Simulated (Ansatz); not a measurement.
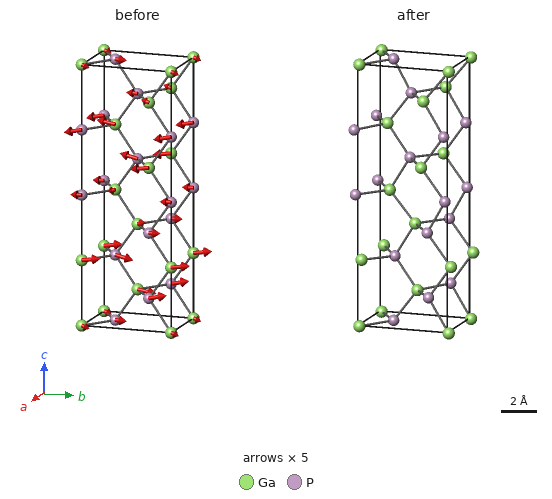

The structure of an interface cell of composition GaP before (left) and after (right) a relaxation, at one scale. The red arrows give the displacements (the part carried along by the change of the cell is left out), 5 times their true length.

The picture is a ball-and-stick view of the cell of the calculation, seen slightly off an axis.

Case: antiphase boundary on (1 1 0), species swapped.

These are results of DFT PBE, scalar-relativistic, plane waves, PAW (Ansatz 0.2.0), not measurements.

The input:
```yaml
crystal:
  lattice:
    - [3.8926748957, 0.0, 0.0]
    - [0.0, 5.5050736314, 0.0]
    - [0.0, 0.0, 15.5706995828]
  atoms:
    - { symbol: Ga, position: [0.0, 0.0, 0.0] }
    - { symbol: P, position: [0.0, 0.75, 0.125] }
    - { symbol: Ga, position: [0.5, 0.5, 0.125] }
    - { symbol: P, position: [0.5, 0.25, 0.25] }
    - { symbol: Ga, position: [0.0, 0.0, 0.25] }
    - { symbol: P, position: [0.0, 0.75, 0.375] }
    - { symbol: Ga, position: [0.5, 0.5, 0.375] }
    - { symbol: Ga, position: [0.5, 0.25, 0.5] }
    - { symbol: P, position: [0.0, 0.0, 0.5] }
    - { symbol: Ga, position: [0.0, 0.75, 0.625] }
    - { symbol: P, position: [0.5, 0.5, 0.625] }
    - { symbol: Ga, position: [0.5, 0.25, 0.75] }
    - { symbol: P, position: [1.0, 0.0, 0.75] }
    - { symbol: Ga, position: [0.0, 0.75, 0.875] }
    - { symbol: P, position: [0.5, 0.5, 0.875] }
    - { symbol: P, position: [0.5, 0.25, 0.0] }
basis:
  ecutwfc: 420
kpoints:
  mp_grid: { grid: [8, 6, 2] }
hamiltonian:
  xc: pbe
scf:
  occupations: { method: gaussian, width: 0.05 }
output:
  forces: true
  stress: true
  eigenvalues: true
  populations: true
  write_density: true
  write_potential: true
  elf: true
  volumetric_format: npy
relax:
  adjacent_minimum: "off"
  f_tol: 0.02
  max_steps: 45
  cell: { fix: [a, b, alpha, beta, gamma], stress_tol: 0.1 }
```

Command:
```bash
ansatz run input.yaml --threads 2 --pin off --max-ram 5120MiB --backend cpu --events-out ev --progress --plain --runs-dir out
```

Q: What changed between the two?

A: The largest moves relative to the cell, 0.23 Å, are those of Ga3, Ga5, Ga10 and Ga12. Ga12 goes roughly along −b. Largest moves by element: Ga 0.23 Å, P 0.23 Å. The volume changes by +0.2 %, with a unchanged at 3.893 Å, b unchanged at 5.505 Å, c 15.571 → 15.606 Å (+0.2 %). Among the contacts that change: P15–P16 2.384 → 2.227 Å, Ga1–Ga14 2.384 → 2.451 Å, Ga12–P15 2.384 → 2.413 Å. Among the angles between lasting bonds that change: P6–P9–Ga10 109.5° → 113.4°, Ga12–P13–Ga14 109.5° → 105.6°, Ga10–P13–Ga14 109.5° → 112.9°. Over 3 accepted moves (5 points after the start) the energy falls by 0.488 eV per cell of the calculation. Largest force component: 0.97 eV/Å at the start, 0.0059 eV/Å at the end. Pressure: 0.63 GPa at the start and 0.25 GPa at the end. The line search rejected the trial step at point 3 of the run. At 1 point the geometry stayed and the basis and grid were re-selected for the new cell (energy shift of 0.2 meV per cell of the calculation at most each time).
